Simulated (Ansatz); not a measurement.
## Run report: TaN, single-point calculation (part 3 of 3)

The same run, continued: TaN (P-62m, 6 atoms in the cell); DFT PBE+U, scalar-relativistic, plane waves, PAW, Ueff = 3 eV on Ta atom 1 d; Ueff = 3 eV on Ta atom 2 d; Ueff = 3 eV on Ta atom 3 d, spin-polarised (Ansatz 0.2.0); cutoff 420 eV, 4×4×6 k-mesh, Gaussian smearing of 0.05 eV, collinear spins. The structure derives from an entry of the Crystallography Open Database. It belongs to a series of runs on one base structure; here: random orbitals: random, high filling.

Geometry of the input (Å; fractional positions):
```
5.1960  0.0000  0.0000
-2.5980  4.4999  0.0000
0.0000  0.0000  2.9110
Ta 0.3333  0.6667  0.5000
Ta 0.6667  0.3333  0.5000
Ta 0.0000  0.0000  0.0000
N  0.3928  0.0000  0.0000
N  0.6071  0.6071  0.0000
N  -0.0000  0.3928  0.0000
```

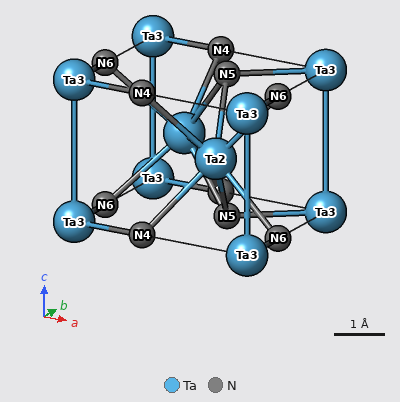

Fig. 1: The structure as given in the input (ball-and-stick view of the cell of the calculation, seen slightly off an axis; atoms are numbered from 1 in the order of the input).

## The program's output, continued
```
  k-point 1 ↑: bands = ["-49.7542", "-49.7091", "-49.1401", "-16.5288", "-16.5288", "-16.2407", "-16.1835", "-16.1835", "-16.1105", "-15.8077", "-15.8077", "-15.3269", "2.0076", "4.1907", "4.1907", "11.3728", "12.9430", "12.9430", "13.5617", "14.0642", "14.0642", "14.5128", "14.7852", "14.7852", "17.4259", "18.4431", "18.4431", "19.0510", "21.5401", "21.5401", "21.9677", "21.9677", "22.0910", "22.7813", "23.6087", "23.6087"]
  k-point 2 ↑: bands = ["-49.7305", "-49.6884", "-49.1208", "-16.6600", "-16.4890", "-16.4588", "-16.4588", "-16.0974", "-16.0974", "-15.8117", "-15.8117", "-15.6568", "3.1226", "3.9447", "3.9447", "11.8256", "12.3311", "12.3311", "13.2761", "13.2761", "13.3367", "15.0259", "15.0259", "15.1029", "17.7092", "17.7092", "19.9824", "21.6410", "21.6513", "21.6513", "22.2271", "22.2271", "23.2539", "23.4865", "23.4865", "23.9203"]
  k-point 51 ↓: bands = ["-49.7020", "-49.6907", "-49.1076", "-16.8213", "-16.7325", "-16.4516", "-16.3545", "-16.1470", "-16.0191", "-15.8193", "-15.7926", "-15.7887", "3.5294", "3.9224", "4.1790", "11.2745", "12.1667", "12.2554", "12.4570", "12.9795", "13.6992", "14.4714", "15.1376", "15.9538", "16.7806", "18.0000", "19.1014", "20.4990", "21.4609", "23.2288", "23.2735", "23.4020", "23.5573", "24.1512", "24.8104", "25.5134"]
Occupation matrices written to [file]
--- Löwdin populations: 6 sites ---
  site symbol       q [e]    m [muB]
     0     Ta     12.0929     0.0000
     1     Ta     12.0929     0.0000
     2     Ta     12.3364     0.0000
     3      N      5.7279    -0.0000
     4      N      5.7279     0.0000
     5      N      5.7279     0.0000
  spilling = 0.005445 (of n_electrons = 54.000000)
--- Occupation matrices: 3 shells (run DFT+U table (all-electron-ortho-atomic); ε = 4.51e-4) ---
  Ta0 d_5D: site group C3h (-6)
  Ta0 d_5D up     Tr n = 1.8189  λ = 0.300 0.300 0.383 0.383 0.453  [2× xz 0.50 E''(1.00) | 2× x2-y2 0.50 E'(1.00) | z2 1.00 A'(1.00)]
  Ta0 d_5D dn     Tr n = 1.8189  λ = 0.300 0.300 0.383 0.383 0.453  [2× xz 0.50 E''(1.00) | 2× x2-y2 0.50 E'(1.00) | z2 1.00 A'(1.00)]
  specified occupation → Ta0 d_5D up: matrix, ‖Δ‖_F = 1.0355, Tr Δ = +0.1811, displaced = 1.1083, d_λ = 0.9494; orbital distance = 1.2892
  specified occupation → Ta0 d_5D dn: matrix, ‖Δ‖_F = 0.7795, Tr Δ = -1.7189, displaced = 0.8595, d_λ = 0.7795; orbital distance = 0.0000
  Ta1 d_5D: site group C3h (-6)
  Ta1 d_5D up     Tr n = 1.8189  λ = 0.300 0.300 0.383 0.383 0.453  [2× xz 0.50 E''(1.00) | 2× x2-y2 0.50 E'(1.00) | z2 1.00 A'(1.00)]
  Ta1 d_5D dn     Tr n = 1.8189  λ = 0.300 0.300 0.383 0.383 0.453  [2× xz 0.50 E''(1.00) | 2× x2-y2 0.50 E'(1.00) | z2 1.00 A'(1.00)]
  specified occupation → Ta1 d_5D up: matrix, ‖Δ‖_F = 1.0355, Tr Δ = +0.1811, displaced = 1.1083, d_λ = 0.9494; orbital distance = 1.2892
  specified occupation → Ta1 d_5D dn: matrix, ‖Δ‖_F = 0.7795, Tr Δ = -1.7189, displaced = 0.8595, d_λ = 0.7795; orbital distance = 0.0000
  Ta2 d_5D: site group D3h (-6m2)
  Ta2 d_5D up     Tr n = 1.8750  λ = 0.336 0.336 0.353 0.353 0.497  [2× x2-y2 0.50 E'(1.00) | 2× xz 0.50 E''(1.00) | z2 1.00 A1'(1.00)]
  Ta2 d_5D dn     Tr n = 1.8750  λ = 0.336 0.336 0.353 0.353 0.497  [2× x2-y2 0.50 E'(1.00) | 2× xz 0.50 E''(1.00) | z2 1.00 A1'(1.00)]
  specified occupation → Ta2 d_5D up: matrix, ‖Δ‖_F = 1.0318, Tr Δ = +0.1250, displaced = 1.1125, d_λ = 0.9560; orbital distance = 1.3084
  specified occupation → Ta2 d_5D dn: matrix, ‖Δ‖_F = 0.8057, Tr Δ = -1.7750, displaced = 0.8875, d_λ = 0.8057; orbital distance = 0.0000
  Tr n, λ and their labels are of the run-group-symmetrised matrices; stabiliser: 24 of 24 elements of G0×{1,Θ} (closed), max defect 8.0e-6 at τ = 9.6e-5
```

## Summary

| quantity | value |
| --- | --- |
| outcome | converged |
| space group (tolerance 0.01 Å) | P-62m (189) |
| electrons treated | 54 |
| free energy | −30945.3557 eV |
| Fermi energy | 20.033 eV |
| gap on the k-point mesh | none (metallic) |
| net moment of the cell | 0.00 μB |
| integrated absolute moment | 0.00 μB |
| pressure | 7.71 GPa |
| largest force (length of the vector) | 0.046 eV/Å |
| hardware | 4 threads of AMD EPYC (Zen 3), 189 GiB of memory available, shared host |
| wall time | 2.2 min (CPU time 5.1 min) |
| peak memory | 0.56 GiB |

## Remarks

The program warns: some starting moments were not kept; the typed occupations were not kept; the occupation matrices lower the symmetry. Spin–orbit coupling is left out, which matters for Ta. The cell is under a pressure of 7.7 GPa at this level, so it is not at its equilibrium volume.
